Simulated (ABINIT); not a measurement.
# Quasiparticle gap of KCl (Sylvite) in ABINIT, part 2 of 2

Aim: the G0W0 gap of KCl (Sylvite) on PBE, step by step.

ABINIT 10.8.3; PBE and many-body steps on it, plane waves. Known limits of the many-body steps: not at the basis limit.

So far. Step 2 (Ground state): The gap is direct, at Γ. Step 3 (Bands along the symmetry lines): The gap is 5.189 eV, as in the run before at this level.

**4. Empty states on the mesh, 4×4×4 mesh, 260 bands**

Level of this step: DFT, PBE, plane waves, norm-conserving pseudopotentials (ABINIT).

The sums over transitions need many empty states on a uniform mesh; this step solves for them.

run.abi reads:

```
acell 3*1.0 Angstrom
rprim 
  -0.000000000000 3.146470000000 3.146470000000
  3.146470000000 0.000000000000 3.146470000000
  3.146470000000 3.146470000000 -0.000000000000
ntypat 2
znucl 19 17
natom 2
typat 1 2
xred 
  0.000000000000 0.000000000000 0.000000000000
  0.500000000000 0.500000000000 0.500000000000
pp_dirpath "pseudos"
pseudos "K.upf, Cl.upf"
ecut 33
ngkpt 4 4 4
nshiftk 1
shiftk 0 0 0
kptopt 1
chksymbreak 0
irdden 1
istwfk *1
nband 260
prtvol 0
optdriver 6
gwr_task "HDIAGO"
paral_kgb 0
occopt 1
indata_prefix "in"
outdata_prefix "out"
tmpdata_prefix "tmp"
```

Started as:

```
$ OMP_NUM_THREADS=1 mpirun -n 4 abinit run.abi > log
```

Numbers of over 12 decimals in the logs are rounded to 6 here.

Output:

```text
[banner, memory and clock lines left out]
.Version 10.8.3 of ABINIT. v10.8.2 released Aug 2026.

 Symmetries : space group Fm -3 m (#225); Bravais cF (face-center cubic)
[... echo of the input left out ...]
== DATASET  1 ==================================================================
-   mpi_nproc: 4, omp_nthreads: 1 (-1 if OMP is not activated)

--- !DatasetInfo
iteration_state: {dtset: 1, }
dimensions: {natom: 2, nkpt: 8, mband: 260, nsppol: 1, nspinor: 1, nspden: 1, mpw: 3839, }
cutoff_energies: {ecut:  33.0, pawecutdg:  -1.0, }
electrons: {nelect:   1.60000000E+01, charge:   0.00000000E+00, occopt:   1.00000000E+00, tsmear:   1.00000000E-02, }

.Using double precision arithmetic; gwpc =  8

- Reading GS density from: in_DEN

--- Pseudopotential description ------------------------------------------------
- K Generated using ONCVPSP code by D. R. Hamann
- 19.00000   9.00000  171031                  znucl, zion, pspdat
12 -101130 2 -1 2222                          pspcod,pspxc,lmax,lloc,mmax
     nproj     2     2     2
  pspatm : epsatm=    8.42413758
         --- l  ekb(1:nproj) -->
             0   10.871123    0.806704
             1    4.379001    0.553647
             2   -3.405842   -1.029115
 pspatm: atomic psp has been read  and splines computed

- Cl Generated using ONCVPSP code by D. R. Hamann
- 17.00000   7.00000  171031                  znucl, zion, pspdat
12 -101130 2 -1 1028                          pspcod,pspxc,lmax,lloc,mmax
     nproj     2     2     2
  pspatm : epsatm=    9.12776517
         --- l  ekb(1:nproj) -->
             0    8.139296    0.698720
             1    3.821713    1.107519
             2   -2.938609   -0.805455
 pspatm: atomic psp has been read  and splines computed

   2.80830444E+02                                ecore*ucvol(ha*bohr**3)

 Total charge density [el/Bohr^3]
)     Maximum=    5.5720E-01  at reduced coord.    0.0667    0.9111    0.9556
)     Minimum=    8.3501E-04  at reduced coord.    0.2444    0.2444    0.2444
   Integrated=    1.6000E+01

 === KS gaps after direct diagonalization ===
 Direct band gap semiconductor
 Fundamental gap:     5.190 (eV)
   VBM:    -0.231 (eV) at k: [ 0.0000E+00,  0.0000E+00,  0.0000E+00]
   CBM:     4.958 (eV) at k: [ 0.0000E+00,  0.0000E+00,  0.0000E+00]
 Direct gap:         5.190 (eV) at k: [ 0.0000E+00,  0.0000E+00,  0.0000E+00]

== END DATASET(S) ==============================================================

 -outvars: echo values of variables after computation  --------
           etotal      0.0000000000E+00
            nband         260
             nkpt           8
          spgroup         225
 [... the other variables as echoed above ...]

 Calculation completed.
```

It took 45 s on 4 MPI ranks of Intel Xeon 6975P-C (Granite Rapids), shared host; peak memory 3.4 GiB; 3 min of CPU time.

This step gave:

```
gap                                                           : 5.190 eV
k of the valence top                                          : 0, 0, 0
k of the conduction bottom                                    : 0, 0, 0
least direct gap                                              : 5.190 eV
k points computed                                             : 8
lowest point of the top converged band, above the valence top : 133.3654 eV
```

On this mesh the gap is 5.190 eV.

**5. Screening, 4×4×4 mesh, 252 bands, screening to 209.5 eV**

The RPA dielectric matrix is built and inverted for each q.

This step: RPA screening on PBE, plane waves, norm-conserving pseudopotentials.

run.abi, as its differences from that of step 4:

```diff
@@ -20,10 +20,11 @@
 chksymbreak 0
-irdden 1
 istwfk *1
-nband 260
-prtvol 0
-optdriver 6
-gwr_task "HDIAGO"
-paral_kgb 0
 occopt 1
+irdwfk 1
+optdriver 3
+nband 252
+ecuteps 7.7
+inclvkb 2
+awtr 1
+symchi 1
 indata_prefix "in"
```

Output:

```text
.Version 10.8.3 of ABINIT. v10.8.2 released Aug 2026.

 Symmetries : space group Fm -3 m (#225); Bravais cF (face-center cubic)
[... echo of the input left out ...]
== DATASET  1 ==================================================================
-   mpi_nproc: 4, omp_nthreads: 1 (-1 if OMP is not activated)

--- !DatasetInfo
iteration_state: {dtset: 1, }
dimensions: {natom: 2, nkpt: 8, mband: 252, nsppol: 1, nspinor: 1, nspden: 1, mpw: 3839, }
cutoff_energies: {ecut:  33.0, pawecutdg:  -1.0, }
electrons: {nelect:   1.60000000E+01, charge:   0.00000000E+00, occopt:   1.00000000E+00, tsmear:   1.00000000E-02, }

 SCREENING: Calculation of the susceptibility and dielectric matrices

 Based on a program developped by R.W. Godby, V. Olevano, G. Onida, and L. Reining.
 Incorporated in ABINIT by V. Olevano, G.-M. Rignanese, and M. Torrent.
.Using double precision arithmetic ; gwpc =  8

[... cell and pseudopotentials left out ...]
--------------------------------------------------------------------------------

 ==== K-mesh for the wavefunctions ====
 Number of points in the irreducible wedge :     8
[... list of points left out ...]
 Together with 48 symmetry operations and time-reversal symmetry
 yields    64 points in the full Brillouin Zone.

 ==== Q-mesh for the screening function ====
 Number of points in the irreducible wedge :     8
[... list of points left out ...]
 Together with 48 symmetry operations and time-reversal symmetry
 yields    64 points in the full Brillouin Zone.

 setmesh: FFT mesh size selected  =    32x   32x   32
          total number of points  =        32768

 vcoul_init : cutoff-mode = AUXILIARY_FUNCTION
 q-points for optical limit:   1
     1)      0.000010    0.000020    0.000030

- screening: taking advantage of time-reversal symmetry
- Maximum band index for partially occupied states nbvw = 8
- Remaining bands to be divided among processors   nbcw = 244
- Number of bands treated by each node ~61

 Number of electrons calculated from density =   16.0000; Expected =   16.0000
 average of density, n =  0.038056
 r_s =    1.8443
 omega_plasma =   18.8177 [eV]

 calculating chi0 at frequencies [eV] :
  1    0.000000E+00    0.000000E+00
  2    0.000000E+00    1.881772E+01

--------------------------------------------------------------------------------
  q-point number  1        q = ( 0.000000, 0.000000, 0.000000) [r.l.u.]
--------------------------------------------------------------------------------
[... chi0 elements left out ...]
 For q-point:  0.000010 0.000020 0.000030
  dielectric constant =   2.1775
  dielectric constant without local fields =   2.5856

  Average fulfillment of the sum rule on Im[epsilon] for q-point    1 :     83.06  [%]
[... wings left out ...]
  q-point number  2        q = ( 0.250000, 0.000000, 0.000000) [r.l.u.]
--------------------------------------------------------------------------------
[... chi0 elements left out ...]
  Average fulfillment of the sum rule on Im[epsilon] for q-point    2 :     85.51  [%]

 [... 6 further q-points ...]
```

Elapsed: 45 s, on 4 MPI ranks; peak memory 1.7 GiB.

This step gave:

```
ε∞ with local fields, on this mesh, along the program's q direction : 2.178
the same without local fields                                       : 2.586
plasma frequency                                                    : 18.82 eV
plane waves in the screening matrix                                 : 411
```

Local fields lower ε∞ by 16 %.

**6. Self-energy, 4×4×4 mesh, 252 bands, screening to 209.5 eV**

The self-energy is evaluated for the states that the input lists, and the levels follow from it, in one-shot runs by the linearised quasiparticle equation.

This step: G0W0 on PBE, plane waves, norm-conserving pseudopotentials.

run.abi, as its differences from that of step 5:

```diff
@@ -23,8 +23,15 @@
 irdwfk 1
-optdriver 3
+optdriver 4
 nband 252
+gwcalctyp 0
+ecutsigx 33
+symsigma 1
+nkptgw 1
+kptgw 
+  0.0000000000 0.0000000000 0.0000000000
+bdgw 
+  6 12
 ecuteps 7.7
-inclvkb 2
-awtr 1
-symchi 1
+irdscr 1
+ppmodel 1
 indata_prefix "in"
```

Output:

```text
.Version 10.8.3 of ABINIT. v10.8.2 released Aug 2026.

 Symmetries : space group Fm -3 m (#225); Bravais cF (face-center cubic)
[... echo of the input left out ...]
== DATASET  1 ==================================================================
-   mpi_nproc: 4, omp_nthreads: 1 (-1 if OMP is not activated)

--- !DatasetInfo
iteration_state: {dtset: 1, }
dimensions: {natom: 2, nkpt: 8, mband: 252, nsppol: 1, nspinor: 1, nspden: 1, mpw: 3839, }
cutoff_energies: {ecut:  33.0, pawecutdg:  -1.0, }
electrons: {nelect:   1.60000000E+01, charge:   0.00000000E+00, occopt:   1.00000000E+00, tsmear:   1.00000000E-02, }

 SIGMA: Calculation of the GW corrections

 Based on a program developped by R.W. Godby, V. Olevano, G. Onida, and L. Reining.
 Incorporated in ABINIT by V. Olevano, G.-M. Rignanese, and M. Torrent.
.Using double precision arithmetic ; gwpc =  8

[... cell and pseudopotentials left out ...]
--------------------------------------------------------------------------------

 ==== K-mesh for the wavefunctions ====
 Number of points in the irreducible wedge :     8
[... list of points left out ...]
 Together with 48 symmetry operations and time-reversal symmetry
 yields    64 points in the full Brillouin Zone.

 ==== Q-mesh for screening function ====
 Number of points in the irreducible wedge :     8
[... list of points left out ...]
 Together with 48 symmetry operations and time-reversal symmetry
 yields    64 points in the full Brillouin Zone.

 vcoul_init : cutoff-mode = AUXILIARY_FUNCTION
 q-points for optical limit:   1
     1)      0.000010    0.000020    0.000030
 setmesh: FFT mesh size selected  =    45x   45x   45
          total number of points  =        91125

 Number of electrons calculated from density =   16.0000; Expected =   16.0000
 average of density, n =  0.038056
 r_s =    1.8443
 omega_plasma =   18.8177 [eV]

 === KS Band Gaps ===
  >>>> For spin  1
   Minimum direct gap =   5.1895 [eV], located at k-point      :   0.0000  0.0000  0.0000
   Fundamental gap    =   5.1895 [eV], Top of valence bands at :   0.0000  0.0000  0.0000
                                       Bottom of conduction at :   0.0000  0.0000  0.0000
 SIGMA fundamental parameters:
 PLASMON POLE MODEL  1
 number of plane-waves for SigmaX                 3839
 number of plane-waves for SigmaC and W            411
 number of plane-waves for wavefunctions          3839
 number of bands                                   252
 number of independent spin polarizations            1
 number of spinorial components                      1
 number of k-points in IBZ                           8
 number of q-points in IBZ                           8
 number of symmetry operations                      48
 number of k-points in BZ                           64
 number of q-points in BZ                           64
 number of frequencies for dSigma/dE                 9
 frequency step for dSigma/dE [eV]                0.25
 number of omega for Sigma on real axis              0
 max omega for Sigma on real axis  [eV]           0.00
 zcut for avoiding poles [eV]                     0.10

 EPSILON^-1 parameters (SCR file):
 dimension of the eps^-1 matrix on file            411
 dimension of the eps^-1 matrix used               411
 number of plane-waves for wavefunctions          3839
 number of bands                                   252
 number of q-points in IBZ                           8
 number of frequencies                               2
 number of real frequencies                          1
 number of imag frequencies                          1

 matrix elements of self-energy operator (all in [eV])

 Perturbative Calculation

--- !SelfEnergy_ee
iteration_state: {dtset: 1, }
kpoint     : [   0.000,    0.000,    0.000, ]
spin       : 1
KS_gap     :    5.190
QP_gap     :    8.144
Delta_QP_KS:    2.955
data: !SigmaeeData |
     Band     E0 <VxcDFT>   SigX SigC(E0)      Z dSigC/dE  Sig(E)    E-E0       E
        6  -0.231 -14.148 -18.664   1.696   0.807  -0.239 -16.425  -2.277  -2.508
        7  -0.231 -14.148 -18.664   1.696   0.807  -0.239 -16.425  -2.277  -2.508
        8  -0.231 -14.148 -18.664   1.696   0.807  -0.239 -16.425  -2.277  -2.508
        9   4.958  -6.955  -3.245  -2.933   0.873  -0.146  -6.277   0.678   5.636
       10   8.135  -8.956  -4.051  -3.069   0.867  -0.153  -7.364   1.593   9.728
       11   8.135  -8.956  -4.051  -3.069   0.867  -0.153  -7.364   1.593   9.728
       12   8.135  -8.956  -4.051  -3.069   0.867  -0.153  -7.364   1.593   9.728

== END DATASET(S) ==============================================================
================================================================================

 -outvars: echo values of variables after computation  --------
           etotal      0.0000000000E+00
            nband         252
             nkpt           8
          spgroup         225
 [... the other variables as echoed above ...]

 Calculation completed.
```

It took 20 s on 4 MPI ranks; peak memory 1.8 GiB; 80 s of CPU time.

This step gave:

```
G0W0 gap on the points computed              : 8.144 eV
starting gap on the mesh                     : 5.190 eV
k of the valence top                         : 0, 0, 0
k of the conduction bottom                   : 0, 0, 0
Z at the valence top                         : 0.807
Z at the conduction bottom                   : 0.873
least direct G0W0 gap on the computed points : 8.144 eV
```

The gap on the mesh goes from 5.19 eV to 8.14 eV, a correction of +2.95 eV.

Limits: finite bands, cutoff and mesh. v1 is the top filled band, c1 the lowest empty one. Levels before and after the correction, in eV, zero at the valence-band top of each column:

```csv
,conduction bottom,valence top
Kohn-Sham,5.19,0.00
G0W0,8.14,0.00
```

```csv
,level,energy (eV)
Kohn-Sham,Γ v3-v1,0.000
Kohn-Sham,Γ c1,5.190
Kohn-Sham,Γ c2-c4,8.367
G0W0,Γ v3-v1,0.000
G0W0,Γ c1,8.144
G0W0,Γ c2-c4,12.236
```

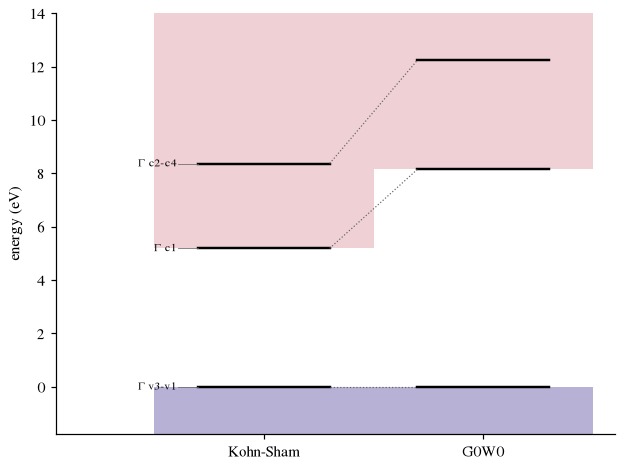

Levels before and after the correction. Shaded: valence and conduction bands.

**7. Where the time went**

Times are wall times on 4 MPI ranks of Intel Xeon 6975P-C (Granite Rapids), shared host, good to a factor of about two.

```csv
step,time,share,memory (GiB)
ground state,6.5 s,5 %,0.39
bands along the symmetry lines,13 s,10 %,0.33
empty states on the mesh,45 s,35 %,3.4
screening,45 s,34 %,1.7
self-energy,20 s,16 %,1.8
```

**8. Outcome**

```
PBE gap              : 5.19 eV, direct
G0W0 gap on the mesh : 8.14 eV
GW settings          : 4×4×4 mesh, 252 bands, screening to 209.5 eV, Godby-Needs plasmon pole
known limits         : not at the basis limit
```

G0W0 moves the gap on the mesh from 5.19 eV to 8.14 eV (+2.95 eV), with Z of 0.81 and 0.87 at the edges. Local fields lower the RPA ε∞ on this mesh from 2.59 to 2.18. Only 1 of the mesh's irreducible points was corrected, so a valley elsewhere could overtake. Bands and cutoff are finite, so the gap is not at the basis limit. The miss can reach some tenths of an eV and take either sign; the mesh is an error of its own. In the G0W0 run levels were corrected at 1 k point alone, so a gap called «on the mesh» is the least over those, and an edge elsewhere would be missed.

[Paths, hosts, dates, memory and timing lines, banners, echoed tables and standing remarks are left out of the program output.]

[Logs are printed without paths, hosts, clocks, repeated set-up lines and the standing remarks that a program may print on its own settings, such as how far it seeks lower states.]

[Runs of the session that timed out or met a known fault of the program may be left out.]

[Hosts, paths, dates, database ids (printed as entryN), source tags and the programs' standing remarks are cut or masked in the printed files.]

[G0W0 gaps are taken among the corrected bands and points alone; a level outside them can change the order at an edge.]

[Where Ansatz stands beside ABINIT at settings called matched, ABINIT's density can come from a denser mesh and the files from another edition; pairs whose starting gaps differed by over 0.03 eV were left out, so agreement reads better than it is.]
